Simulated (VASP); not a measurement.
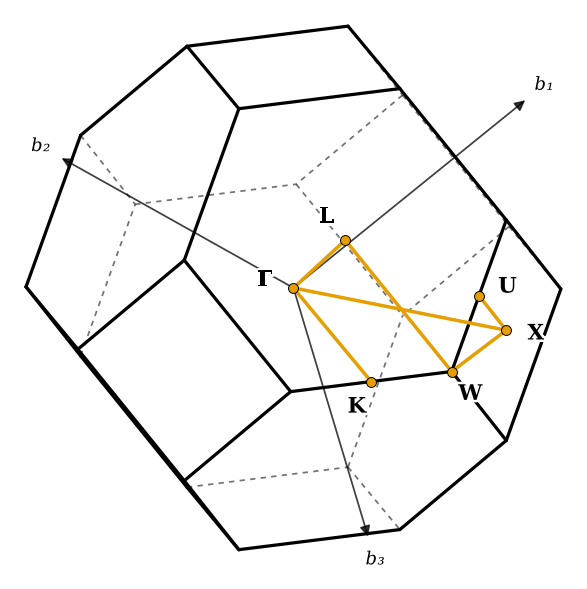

Crystal: GaSb, the end point of a relaxation with VASP 6.6.1, VASP Kohn-Sham DFT of a periodic cell, HSEsol, VASP PAW PBE potentials, recommended. The first Brillouin zone and its special points. All values are computed from the atomic coordinates in the standard setting (tolerance 0.002 Å).

Space group No. 216, F-43m; a = 6.066 Å, b = 6.066 Å, c = 6.066 Å, α = 90.00°, β = 90.00°, γ = 90.00°.

Labels and path follow the convention of Hinuma et al. (2017), as computed by seekpath; the arrows show the directions of the reciprocal primitive vectors b₁, b₂, b₃, in which coordinates are given; lengths include the factor 2π.

**List the special points with their coordinates and distances from Γ.**

| point | k₁ | k₂ | k₃ | length of k (1/Å) |
| --- | --- | --- | --- | --- |
| Γ | 0 | 0 | 0 | 0.000 |
| X | 1/2 | 0 | 1/2 | 1.036 |
| L | 1/2 | 1/2 | 1/2 | 0.897 |
| W | 1/2 | 1/4 | 3/4 | 1.158 |
| K | 3/8 | 3/8 | 3/4 | 1.099 |
| U | 5/8 | 1/4 | 5/8 | 1.099 |

**What is the zone's volume?**

(2π)³ over the primitive cell's volume of 55.80 Å³: 4.45 Å⁻³.
